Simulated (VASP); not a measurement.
System: Se.

```xyz
4
Lattice="4.5924 0.0000 0.0000 -2.2962 3.9771 0.0000 0.0000 0.0000 5.2745" Properties=species:S:1:pos:R:3 pbc="T T T"
Se    0.0000    0.0000    1.3186
Se    0.0000    0.0000    3.9559
Se    0.0000    2.6514    3.9559
Se    2.2962    1.3257    1.3186
```

Space group P6₃/mmc; a generated structure, not necessarily the stable one.

All numbers below come from Kohn-Sham DFT of a periodic cell, PBEsol, VASP PAW PBE potentials, recommended (VASP).

### What will maps of the valence pseudo-density and electron localisation function show?

Se–Se (2.64 Å): ρ at the midpoint is about 0.41 e/Å³; the ELF is about 0.55 at the midpoint.

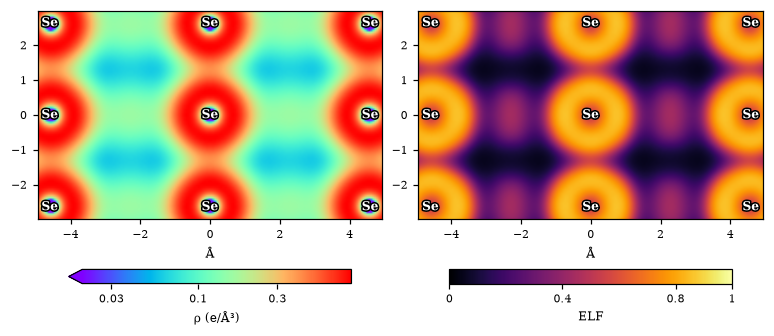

Computed valence pseudo-density and electron localisation function on the (100) plane of the conventional cell, in this order. 

Core electrons are frozen (PAW), and the valence fields are smoothed inside the atomic spheres.
